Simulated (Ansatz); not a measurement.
Input structure:

```cif
data_structure
_symmetry_space_group_name_H-M 'P 1'
_symmetry_Int_Tables_number 1
_cell_length_a 2.5180
_cell_length_b 2.5180
_cell_length_c 16.3092
_cell_angle_alpha 90.000
_cell_angle_beta 90.000
_cell_angle_gamma 120.000
_cell_volume 89.55
loop_
_atom_site_label
_atom_site_type_symbol
_atom_site_fract_x
_atom_site_fract_y
_atom_site_fract_z
_atom_site_occupancy
C1 C 0.00000 0.00000 0.67464 1
C2 C 0.00000 0.00000 0.16544 1
C3 C 0.00000 0.00000 0.92924 1
C4 C 0.00000 0.00000 0.42004 1
C5 C 0.00000 0.00000 0.83456 1
C6 C 0.00000 0.00000 0.32536 1
C7 C 0.00000 0.00000 0.07076 1
C8 C 0.00000 0.00000 0.57996 1
C9 C 0.66667 0.33333 0.70649 1
C10 C 0.66667 0.33333 0.19730 1
C11 C 0.33333 0.66667 0.96109 1
C12 C 0.33333 0.66667 0.45190 1
C13 C 0.66667 0.33333 0.80270 1
C14 C 0.66667 0.33333 0.29351 1
C15 C 0.33333 0.66667 0.03891 1
C16 C 0.33333 0.66667 0.54810 1
```

Question: Give a crystallographic description of this input.

Answer: The element is carbon. Space group: P-6m2 (No. 187). Lattice: primitive hexagonal. The cell holds 16 atoms. The C atoms are each bonded to four C in a distorted tetrahedral arrangement at 1.27 to 1.57 Å. The bonds build a three-dimensional framework.

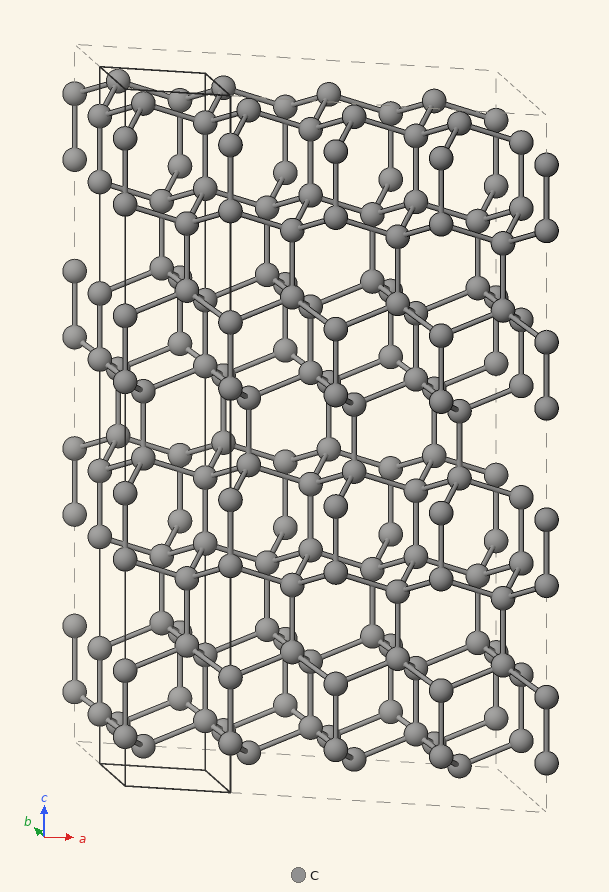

The structure above is drawn in ball-and-stick style and viewed slightly off an axis. 4×2×1 cells are drawn; the solid outline is the conventional unit cell.

The structure comes from an entry, possibly a prediction, of the Crystallography Open Database. The cell was then strained or its atoms displaced on purpose. A calculation with Ansatz used it as input.

At this level of theory the run's own cell isn't at rest (compressed, at 14 GPa and forces up to 13.1 eV/Å), so its distances can differ from those at equilibrium, the more so the softer the solid.
